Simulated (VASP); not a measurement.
**Run report: Ge, geometry relaxation (part 4 of 4)**

Continued. System: Ge (3 atoms in the cell). Method: Kohn-Sham DFT of a periodic cell, PBEsol, VASP PAW PBE potentials, recommended, no spin polarisation (VASP 6.6.1); cutoff 600 eV, 6×6×4 k-mesh, Gaussian smearing of 0.1 eV. The structure was made by swapping elements on the sites of another compound; it need not be a known phase. It belongs to a series of runs on one base structure; here: trigonal selenium type (P3_121, No. 152).

Geometry of the input (Å; fractional positions):
```
4.1437  0.0000  0.0000
-2.0719  3.5886  0.0000
0.0000  0.0000  4.7012
Ge 0.2254  0.0000  0.3333
Ge -0.0000  0.2254  0.6667
Ge 0.7746  0.7746  0.0000
```

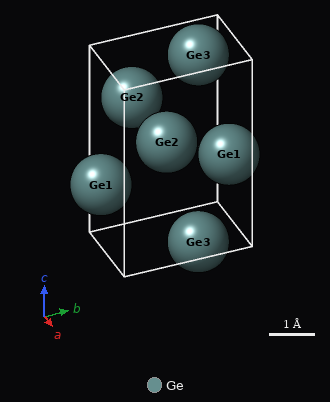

The geometry at step 12 of the log (spheres-only view of the cell of the calculation, seen slightly off an axis; atoms are numbered from 1 in the order of the input).

### Parts of OUTCAR, continued
```
 -----------------------------------------------------------------------------
  energy-cutoff  :      600.00
  volume of cell :       56.77
      direct lattice vectors                 reciprocal lattice vectors
     3.759244429 -0.000000000 -0.000000000     0.266010902  0.153581466 -0.000000000
    -1.879622214  3.255601174  0.000000000     0.000000000  0.307162931 -0.000000000
    -0.000000000  0.000000000  4.638962567     0.000000000 -0.000000000  0.215565439

 POSITION                                       TOTAL-FORCE (eV/Angst)
 -----------------------------------------------------------------------------------
      1.25830      0.00000      1.54632        -0.019071      0.000000      0.000000
     -0.62915      1.08972      3.09264         0.009535     -0.016516     -0.000000
      1.25047      2.16588      0.00000         0.009535      0.016516      0.000000
 -----------------------------------------------------------------------------------
    total drift:                                0.000002      0.000004     -0.000000

  FREE ENERGIE OF THE ION-ELECTRON SYSTEM (eV)
  ---------------------------------------------------
  free  energy   TOTEN  =       -14.2513671143 eV

  energy  without entropy=      -14.2474887680  energy(sigma->0) =      -14.24942794

--------------------------------------- Ionic step       24  -------------------------------------------

 number of electron      41.9999998 magnetization

 Free energy of the ion-electron system (eV)
  ---------------------------------------------------
  ext. energy  EPLUGINS =         0.00000000
  ---------------------------------------------------
  free energy    TOTEN  =       -14.25163315 eV

  energy without entropy =      -14.24781928  energy(sigma->0) =      -14.24972622

 E-fermi :   6.1356     XC(G=0): -11.3423     alpha+bet :-12.5056

 val. band max:        6.0448731069   @ k =   0.1667   0.0000   0.0000
 cond. band min:       6.3096454235   @ k =   0.1667   0.0000   0.5000
 fundamental gap:      0.2647723166
 Fermi energy:         6.1355961353

 k-point     1 :       0.0000    0.0000    0.0000
  band No.  band energies     occupation
      1     -18.3060      2.00000
      2     -18.3060      2.00000
      3     -18.1503      2.00000
      4     -18.1503      2.00000
      5     -18.1375      2.00000
      6     -18.1375      2.00000
      7     -18.1375      2.00000
      8     -18.1375      2.00000
      9     -18.0288      2.00000
     10     -18.0261      2.00000
     11     -18.0261      2.00000
     12     -18.0237      2.00000
     13     -18.0228      2.00000
     14     -18.0163      2.00000
     15     -18.0163      2.00000
     16      -6.8393      2.00000
     17      -0.2677      2.00000
     18      -0.2677      2.00000
     19       6.9163      0.00000
     20       6.9547      0.00000
     21       6.9547      0.00000
     22       6.9934      0.00000
     23       9.0220      0.00000
     24       9.0220      0.00000
     25      13.2439      0.00000

 k-point     2 :       0.1667    0.0000    0.0000
  band No.  band energies     occupation
      1     -18.2937      2.00000
      2     -18.2758      2.00000
      3     -18.1737      2.00000
      4     -18.1537      2.00000
      5     -18.1432      2.00000
      6     -18.1216      2.00000
      7     -18.1156      2.00000
      8     -18.1082      2.00000
      9     -18.0935      2.00000
     10     -18.0844      2.00000
     11     -18.0328      2.00000
     12     -18.0272      2.00000
     13     -18.0217      2.00000
     14     -17.9957      2.00000
     15     -17.9775      2.00000
     16      -6.4586      2.00000
     17      -0.1439      2.00000
     18      -0.0010      2.00000
     19       3.8145      2.00000
     20       5.2170      2.00000
     21       6.0449      1.80051
     22       8.8921      0.00000
     23      10.4526      0.00000
     24      10.8240      0.00000
     25      12.1332      0.00000

 k-point     3 :       0.3333    0.0000    0.0000
  band No.  band energies     occupation
      1     -18.2593      2.00000
      2     -18.1970      2.00000
      3     -18.1963      2.00000
      4     -18.1584      2.00000
      5     -18.1486      2.00000
      6     -18.1372      2.00000
      7     -18.1255      2.00000
      8     -18.0972      2.00000
      9     -18.0919      2.00000
     10     -18.0781      2.00000
     11     -18.0625      2.00000
     12     -18.0561      2.00000
     13     -18.0339      2.00000
     14     -18.0226      2.00000
     15     -17.9449      2.00000
     16      -5.3226      2.00000
     17      -1.1933      2.00000
     18       0.7503      2.00000
     19       2.7468      2.00000
     20       4.0870      2.00000
     21       4.4689      2.00000
     22       7.0734      0.00000
     23      10.1100      0.00000
     24      10.2242      0.00000
     25      11.2495      0.00000

 k-point     4 :       0.5000    0.0000    0.0000
  band No.  band energies     occupation
      1     -18.2094      2.00000
      2     -18.2074      2.00000
      3     -18.2048      2.00000
      4     -18.1847      2.00000
      5     -18.1053      2.00000
      6     -18.1049      2.00000
      7     -18.0987      2.00000
      8     -18.0961      2.00000
      9     -18.0940      2.00000
     10     -18.0925      2.00000
     11     -18.0868      2.00000
     12     -18.0817      2.00000
     13     -18.0536      2.00000
     14     -18.0519      2.00000
     15     -17.9333      2.00000
     16      -3.4919      2.00000
     17      -3.4583      2.00000
     18       1.3781      2.00000
     19       3.6027      2.00000
     20       3.6986      2.00000
     21       4.3708      2.00000
     22       4.3876      2.00000
     23       9.3620      0.00000
     24      10.5963      0.00000
     25      10.6062      0.00000

 k-point     5 :       0.1667    0.1667    0.0000
  band No.  band energies     occupation
      1     -18.2731      2.00000
      2     -18.2188      2.00000
      3     -18.1739      2.00000
      4     -18.1738      2.00000
      5     -18.1398      2.00000
      6     -18.1379      2.00000
      7     -18.1129      2.00000
      8     -18.1129      2.00000
      9     -18.0905      2.00000
     10     -18.0903      2.00000
     11     -18.0589      2.00000
     12     -18.0368      2.00000
     13     -18.0342      2.00000
     14     -17.9802      2.00000
     15     -17.9776      2.00000
     16      -5.6997      2.00000
     17      -0.0942      2.00000
     18      -0.0750      2.00000
     19       2.9663      2.00000
     20       2.9751      2.00000
     21       7.3537      0.00000
     22       7.3851      0.00000
     23       8.6317      0.00000
     24       9.4023      0.00000
     25      12.2402      0.00000

 [... the levels of 18 k-points are left out ...]

 k-point    24 :       0.3333    0.3333    0.5000
  band No.  band energies     occupation
      1     -18.2053      2.00000
      2     -18.2053      2.00000
      3     -18.2030      2.00000
      4     -18.1195      2.00000
      5     -18.1195      2.00000
      6     -18.1193      2.00000
      7     -18.1189      2.00000
      8     -18.1189      2.00000
      9     -18.1183      2.00000
     10     -18.0548      2.00000
     11     -18.0547      2.00000
     12     -18.0547      2.00000
     13     -18.0378      2.00000
     14     -18.0378      2.00000
     15     -18.0373      2.00000
     16      -1.7569      2.00000
     17      -1.7223      2.00000
     18      -1.7223      2.00000
     19       1.5028      2.00000
     20       1.5143      2.00000
     21       1.5143      2.00000
     22      11.7350      0.00000
     23      11.7350      0.00000
     24      11.7792      0.00000
     25      13.3498      0.00000

------------------------ aborting loop because EDIFF is reached ----------------------------------------

  FORCE on cell =-STRESS in cart. coord.  units (eV):
  Direction    XX          YY          ZZ          XY          YZ          ZX
  --------------------------------------------------------------------------------------
  -------------------------------------------------------------------------------------
  Total       -0.0140977     -0.0140977     -0.0990265      0.0000000      0.0000000      0.0000000
  in kB       -0.3993042     -0.3993042     -2.8048398      0.0000000      0.0000000      0.0000000
  external PRESSURE =      -1.2011494 kB  Pullay stress =       0.0000000 kB

 VOLUME and BASIS-vectors are now :
 -----------------------------------------------------------------------------
  energy-cutoff  :      600.00
  volume of cell :       56.57
      direct lattice vectors                 reciprocal lattice vectors
     3.753664535 -0.000000000 -0.000000000     0.266406332  0.153809767 -0.000000000
    -1.876832267  3.250768844  0.000000000     0.000000000  0.307619535 -0.000000000
    -0.000000000  0.000000000  4.635669511     0.000000000 -0.000000000  0.215718570

 POSITION                                       TOTAL-FORCE (eV/Angst)
 -----------------------------------------------------------------------------------
      1.25668      0.00000      1.54522        -0.021020      0.000000      0.000000
     -0.62834      1.08831      3.09045         0.010510     -0.018204     -0.000000
      1.24849      2.16246      0.00000         0.010510      0.018204      0.000000
 -----------------------------------------------------------------------------------
    total drift:                               -0.000001     -0.000001     -0.000000

  FREE ENERGIE OF THE ION-ELECTRON SYSTEM (eV)
  ---------------------------------------------------
  free  energy   TOTEN  =       -14.2516331511 eV

  energy  without entropy=      -14.2478192850  energy(sigma->0) =      -14.24972622

 reached required accuracy - stopping structural energy minimisation
```

### CONTCAR
```
Ge
   1.00000000000000
     3.7536645347490860   -0.0000000000000000   -0.0000000000000000
    -1.8768322673745430    3.2507688444188525    0.0000000000000001
    -0.0000000000000000    0.0000000000000001    4.6356695105869958
  Ge
     3
Direct
     0.3347862190488854    0.0000000000000000    0.3333333332999970
     0.0000000000000216    0.3347862190489285    0.6666666667000030
     0.6652137809510930    0.6652137809510716    0.0000000000000000

  0.00000000E+00  0.00000000E+00  0.00000000E+00
  0.00000000E+00  0.00000000E+00  0.00000000E+00
  0.00000000E+00  0.00000000E+00  0.00000000E+00
```

### Trajectory as extended XYZ (Å, eV, eV/Å), 24 frames, from step=0 to step=23
```
3
Lattice="4.1437 0.0000 0.0000 -2.0719 3.5886 0.0000 0.0000 0.0000 4.7012" Properties=species:S:1:pos:R:3:forces:R:3 step=0 energy=-12.37136
Ge    0.9340    0.0000    1.5671    3.6142   0.0000   0.0000
Ge   -0.4670    0.8089    3.1341   -1.8071   3.1300   0.0000
Ge    1.6049    2.7797    0.0000   -1.8071  -3.1300   0.0000
3
Lattice="4.2830 0.0000 0.0000 -2.1415 3.7092 0.0000 0.0000 0.0000 4.9374" Properties=species:S:1:pos:R:3:forces:R:3 step=1 energy=-13.13360
Ge    1.1456    0.0000    1.6458    0.3733   0.0000   0.0000
Ge   -0.5728    0.9921    3.2916   -0.1867   0.3233   0.0000
Ge    1.5687    2.7171    0.0000   -0.1867  -0.3233   0.0000
3
Lattice="4.2569 0.0000 0.0000 -2.1284 3.6866 0.0000 0.0000 0.0000 4.8931" Properties=species:S:1:pos:R:3:forces:R:3 step=2 energy=-13.16095
Ge    1.1061    0.0000    1.6310    0.7433   0.0000   0.0000
Ge   -0.5531    0.9579    3.2620   -0.3716   0.6437   0.0000
Ge    1.5754    2.7287    0.0000   -0.3716  -0.6437   0.0000
3
Lattice="4.1131 0.0000 -0.0000 -2.0565 3.5620 0.0000 0.0000 0.0000 4.6391" Properties=species:S:1:pos:R:3:forces:R:3 step=3 energy=-13.70516
Ge    1.1491    0.0000    1.5464    0.6955   0.0000   0.0000
Ge    3.5385    0.9952    3.0927   -0.3477   0.6023   0.0000
Ge    1.4820    2.5669    0.0000   -0.3477  -0.6023   0.0000
3
Lattice="3.8673 0.0000 -0.0000 -1.9337 3.3492 0.0000 0.0000 0.0000 4.2053" Properties=species:S:1:pos:R:3:forces:R:3 step=4 energy=-14.12681
Ge    1.2141    0.0000    1.4018    0.3561   0.0000   0.0000
Ge   -0.6071    1.0515    2.8035   -0.1780   0.3084   0.0000
Ge    1.3266    2.2978    0.0000   -0.1780  -0.3084   0.0000
3
Lattice="3.9047 0.0000 -0.0000 -1.9524 3.3816 0.0000 0.0000 0.0000 4.2713" Properties=species:S:1:pos:R:3:forces:R:3 step=5 energy=-14.13712
Ge    1.2040    0.0000    1.4238    0.4526   0.0000   0.0000
Ge   -0.6020    1.0427    2.8475   -0.2263   0.3920   0.0000
Ge    1.3504    2.3389    0.0000   -0.2263  -0.3920   0.0000
3
Lattice="3.8930 0.0000 -0.0000 -1.9465 3.3715 0.0000 0.0000 0.0000 4.2506" Properties=species:S:1:pos:R:3:forces:R:3 step=6 energy=-14.13781
Ge    1.2072    0.0000    1.4169    0.4225   0.0000   0.0000
Ge   -0.6036    1.0454    2.8337   -0.2113   0.3659   0.0000
Ge    1.3429    2.3260    0.0000   -0.2113  -0.3659   0.0000
3
Lattice="3.9094 -0.0000 -0.0000 -1.9547 3.3856 0.0000 -0.0000 0.0000 4.2685" Properties=species:S:1:pos:R:3:forces:R:3 step=7 energy=-14.17906
Ge    1.2647    0.0000    1.4228    0.0631   0.0000   0.0000
Ge   -0.6324    1.0953    2.8457   -0.0316   0.0547   0.0000
Ge    1.3223    2.2903    0.0000   -0.0316  -0.0547   0.0000
3
Lattice="3.9148 -0.0000 -0.0000 -1.9574 3.3903 0.0000 -0.0000 0.0000 4.2744" Properties=species:S:1:pos:R:3:forces:R:3 step=8 energy=-14.18127
Ge    1.2839    0.0000    1.4248    0.0114   0.0000   0.0000
Ge   -0.6419    1.1119    2.8496   -0.0057   0.0099   0.0000
Ge    1.3155    2.2785    0.0000   -0.0057  -0.0099   0.0000
3
Lattice="3.9160 -0.0000 -0.0000 -1.9580 3.3914 0.0000 -0.0000 0.0000 4.2757" Properties=species:S:1:pos:R:3:forces:R:3 step=9 energy=-14.18138
Ge    1.2880    0.0000    1.4252    0.0060   0.0000   0.0000
Ge   -0.6440    1.1155    2.8505   -0.0030   0.0052   0.0000
Ge    1.3140    2.2759    0.0000   -0.0030  -0.0052   0.0000
3
Lattice="3.9171 -0.0000 -0.0000 -1.9585 3.3923 0.0000 -0.0000 0.0000 4.2769" Properties=species:S:1:pos:R:3:forces:R:3 step=10 energy=-14.18142
Ge    1.2919    0.0000    1.4256    0.0027   0.0000   0.0000
Ge   -0.6459    1.1188    2.8513   -0.0013   0.0023   0.0000
Ge    1.3126    2.2735    0.0000   -0.0013  -0.0023   0.0000
3
Lattice="3.9039 -0.0000 -0.0000 -1.9519 3.3808 0.0000 -0.0000 0.0000 4.3001" Properties=species:S:1:pos:R:3:forces:R:3 step=11 energy=-14.18359
Ge    1.2889    0.0000    1.4334   -0.0051   0.0000   0.0000
Ge   -0.6445    1.1163    2.8667    0.0026  -0.0044   0.0000
Ge    1.3075    2.2646    0.0000    0.0026   0.0044   0.0000
3
Lattice="3.8642 -0.0000 -0.0000 -1.9321 3.3465 0.0000 -0.0000 0.0000 4.3695" Properties=species:S:1:pos:R:3:forces:R:3 step=12 energy=-14.19449
Ge    1.2801    0.0000    1.4565    0.0152   0.0000   0.0000
Ge   -0.6401    1.1086    2.9130   -0.0076   0.0132   0.0000
Ge    1.2920    2.2379    0.0000   -0.0076  -0.0132   0.0000
3
Lattice="3.7848 -0.0000 -0.0000 -1.8924 3.2778 0.0000 -0.0000 0.0000 4.5083" Properties=species:S:1:pos:R:3:forces:R:3 step=13 energy=-14.23715
Ge    1.2623    0.0000    1.5028   -0.0028   0.0000   0.0000
Ge   -0.6311    1.0932    3.0055    0.0014  -0.0024   0.0000
Ge    1.2613    2.1846    0.0000    0.0014   0.0024   0.0000
3
Lattice="3.6261 -0.0000 -0.0000 -1.8131 3.1403 0.0000 -0.0000 0.0000 4.7859" Properties=species:S:1:pos:R:3:forces:R:3 step=14 energy=-14.18852
Ge    1.2259    0.0000    1.5953   -0.0839   0.0000   0.0000
Ge   -0.6130    1.0617    3.1906    0.0419  -0.0727   0.0000
Ge    1.2001    2.0786    0.0000    0.0419   0.0727   0.0000
3
Lattice="3.7172 -0.0000 -0.0000 -1.8586 3.2192 0.0000 -0.0000 0.0000 4.6267" Properties=species:S:1:pos:R:3:forces:R:3 step=15 energy=-14.24403
Ge    1.2465    0.0000    1.5422   -0.0329   0.0000   0.0000
Ge   -0.6233    1.0795    3.0845    0.0165  -0.0285   0.0000
Ge    1.2353    2.1396    0.0000    0.0165   0.0285   0.0000
3
Lattice="3.7530 -0.0000 -0.0000 -1.8765 3.2502 0.0000 -0.0000 0.0000 4.5640" Properties=species:S:1:pos:R:3:forces:R:3 step=16 energy=-14.24515
Ge    1.2546    0.0000    1.5213   -0.0149   0.0000   0.0000
Ge   -0.6273    1.0865    3.0427    0.0075  -0.0129   0.0000
Ge    1.2492    2.1636    0.0000    0.0075   0.0129   0.0000
3
Lattice="3.7351 -0.0000 -0.0000 -1.8675 3.2347 0.0000 -0.0000 0.0000 4.5953" Properties=species:S:1:pos:R:3:forces:R:3 step=17 energy=-14.24707
Ge    1.2506    0.0000    1.5318   -0.0243   0.0000   0.0000
Ge   -0.6253    1.0830    3.0636    0.0121  -0.0210   0.0000
Ge    1.2423    2.1516    0.0000    0.0121   0.0210   0.0000
3
Lattice="3.7319 -0.0000 -0.0000 -1.8659 3.2319 0.0000 -0.0000 0.0000 4.6095" Properties=species:S:1:pos:R:3:forces:R:3 step=18 energy=-14.24783
Ge    1.2500    0.0000    1.5365   -0.0263   0.0000   0.0000
Ge   -0.6250    1.0825    3.0730    0.0132  -0.0228   0.0000
Ge    1.2409    2.1494    0.0000    0.0132   0.0228   0.0000
3
Lattice="3.7292 -0.0000 -0.0000 -1.8646 3.2296 0.0000 -0.0000 0.0000 4.6213" Properties=species:S:1:pos:R:3:forces:R:3 step=19 energy=-14.24797
Ge    1.2496    0.0000    1.5404   -0.0279   0.0000   0.0000
Ge   -0.6248    1.0822    3.0808    0.0139  -0.0241   0.0000
Ge    1.2398    2.1475    0.0000    0.0139   0.0241   0.0000
3
Lattice="3.7322 -0.0000 -0.0000 -1.8661 3.2322 0.0000 -0.0000 0.0000 4.6230" Properties=species:S:1:pos:R:3:forces:R:3 step=20 energy=-14.24885
Ge    1.2504    0.0000    1.5410   -0.0267   0.0000   0.0000
Ge   -0.6252    1.0829    3.0820    0.0134  -0.0231   0.0000
Ge    1.2409    2.1493    0.0000    0.0134   0.0231   0.0000
3
Lattice="3.7412 -0.0000 -0.0000 -1.8706 3.2400 0.0000 -0.0000 0.0000 4.6283" Properties=species:S:1:pos:R:3:forces:R:3 step=21 energy=-14.25077
Ge    1.2531    0.0000    1.5428   -0.0239   0.0000   0.0000
Ge   -0.6265    1.0852    3.0856    0.0120  -0.0207   0.0000
Ge    1.2441    2.1548    0.0000    0.0120   0.0207   0.0000
3
Lattice="3.7592 -0.0000 -0.0000 -1.8796 3.2556 0.0000 -0.0000 0.0000 4.6390" Properties=species:S:1:pos:R:3:forces:R:3 step=22 energy=-14.25137
Ge    1.2583    0.0000    1.5463   -0.0191   0.0000   0.0000
Ge   -0.6291    1.0897    3.0926    0.0095  -0.0165   0.0000
Ge    1.2505    2.1659    0.0000    0.0095   0.0165   0.0000
3
Lattice="3.7537 -0.0000 -0.0000 -1.8768 3.2508 0.0000 -0.0000 0.0000 4.6357" Properties=species:S:1:pos:R:3:forces:R:3 step=23 energy=-14.25163
Ge    1.2567    0.0000    1.5452   -0.0210   0.0000   0.0000
Ge   -0.6283    1.0883    3.0904    0.0105  -0.0182   0.0000
Ge    1.2485    2.1625    0.0000    0.0105   0.0182   0.0000
```
